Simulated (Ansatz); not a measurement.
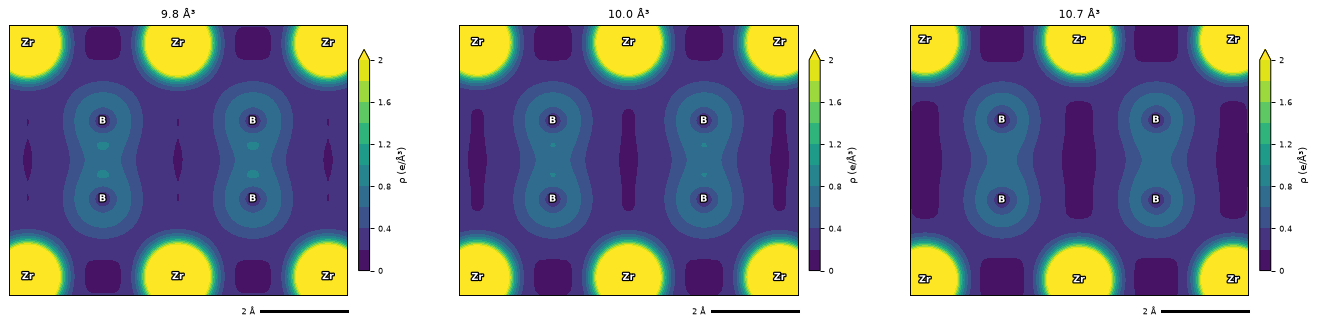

ZrB2. The valence charge density (pseudo) of cells scaled evenly to different volumes (given per atom above each panel), on the (110) plane of each (indices in the axes of the cell below), at one length scale and on one colour scale.

Computed with Kohn-Sham DFT of a periodic cell, PBEsol, Ansatz PAW in Ansatz.

The largest cell:

```xyz
3
Lattice="3.2117 0.0000 0.0000 -1.6059 2.7814 0.0000 0.0000 0.0000 3.5795" Properties=species:S:1:pos:R:3 pbc="T T T"
Zr    0.0000    0.0000    0.0000
B     1.6059    0.9271    1.7897
B     0.0000    1.8543    1.7897
```

| volume (Å³/atom) | B–B contact in the plane (Å) | ρ at its midpoint (e/Å³) | pressure (GPa) | 
| --- | --- | --- | --- |
| 9.84 | 1.806 | 0.751 | 6.3 | 
| 10.04 | 1.818 | 0.735 | 0.9 | 
| 10.25 | 1.830 | ? | ? | 
| 10.66 | 1.854 | 0.693 | −12.6 | 

Estimate the missing row, and compare with the calculation.

Answer. Over the known rows ln ρ falls by 1.67 per Å of B–B distance (a least-squares line), which gives 0.721 e/Å³ at 1.830 Å; the calculation gives 0.720 e/Å³. For the pressure, a straight line in volume between the neighbouring rows gives −3.7 GPa; the calculation gives −4.1, lower because pressure rises ever faster on compression.
